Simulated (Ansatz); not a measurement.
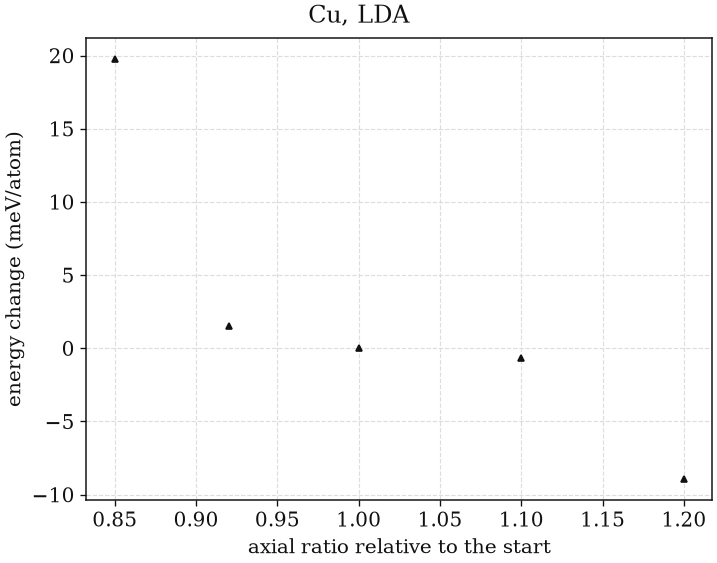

The picture above shows the energy change against relative axial ratio for Cu, space group I4/mmm (No. 139).

Structure:
```yaml
crystal:
  lattice:
    - [-1.44279, 1.44279, 1.37608]
    - [1.44279, -1.44279, 1.37608]
    - [1.44279, 1.44279, -1.37608]
  atoms:
    - { symbol: Cu, position: [0.00000, 0.00000, 0.00000] }
```

Calculation (Ansatz 0.2.0): deformation of a crystal at fixed volume, lengths along the axis scaled against those across it, fractional coordinates fixed, by plane-wave density functional theory with PAW datasets, free energies less that of the undisturbed cell, pressure positive in compression; scalar-relativistic. Level: LDA, no spin polarisation.

```csv
setting,value
wave cutoff,420 eV
k mesh,26×26×26
occupations,Gaussian
smearing width,0.15 eV
k shift,"(0, 0, 0) (mesh steps)"
start,as given
path,tetragonal
axis direction,"(0, 0, 1) (Cartesian unit vector)"
```

From this curve and the settings, what does the calculation give for the pressure at the same points?

The pressure falls from −5.894 GPa at relative axial ratio 0.85 to −7.869 GPa at 1.20.

```tsv
axial ratio relative to the start	pressure (GPa)
0.85	-5.894
0.92	-7.377
1.00	-7.820
1.10	-7.847
1.20	-7.869
```

Limits of the calculation: reference crystal is not relaxed; shape and atomic fractions are frozen while scaling, which makes layered, chain and framework solids too stiff.
